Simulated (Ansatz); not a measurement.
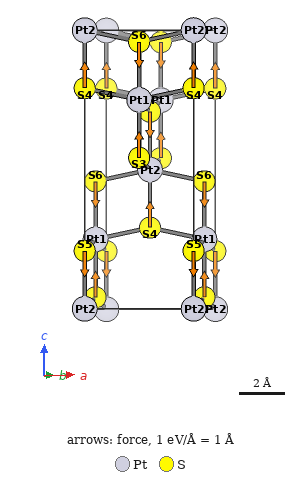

Starting geometry of a crystal of PtS$_{2}$ (built on the anatase type) with the computed forces as orange arrows. A ball-and-stick model of the conventional cell (2 times the calculation's cell), seen from a free direction. Lengths and directions refer to the drawn axes.

Theory: DFT, PBE, plane waves, PAW (Ansatz 0.2.0). Settings: plane-wave cutoff 420 eV; k-point mesh 6 × 6 × 6; occupations fermi dirac; smearing width 0.02 eV; no spin polarisation; cell and atoms relaxed; force threshold 0.005 eV/Å.

### What follows when this structure is relaxed?

It isn't relaxed: the largest force vector, on S atoms, is 1.20 eV/Å. The atoms end up moving mostly along the starting forces (cosine between the two patterns 1.00). The largest moves relative to the cell, 0.12 Å, are those of S3, S4, S5 and S6. S6 goes along −c. Pt stays in place. Cell: a = b 4.947 → 4.716 Å (−4.7 %), c 12.416 → 11.863 Å (−4.5 %). Volume −13.2 %. Some distances before and after: S3–S5 3.220 → 2.919 Å, Pt1–S3 2.583 → 2.343 Å, Pt1–S4 2.528 → 2.439 Å. Bond angles that change, for instance: Pt2–S6–Pt2 156.2° → 150.4°, S3–Pt2–S3 156.2° → 150.4°, Pt1–S6–Pt2 101.9° → 104.8°. The space group stays I4_1/amd (No. 141). After 8 accepted moves (10 points after the start) the energy has fallen by 1.225 eV per cell of the calculation. The largest force component goes from 1.2 to 0.00074 eV/Å. The pressure goes from −11.43 to 0.02 GPa. The line search rejected the trial step at point 5 of the run. The SCF was repeated once at an unchanged geometry on a basis and grid sized afresh for the cell, which shifted the energy by 2.9 meV per cell of the calculation at most.
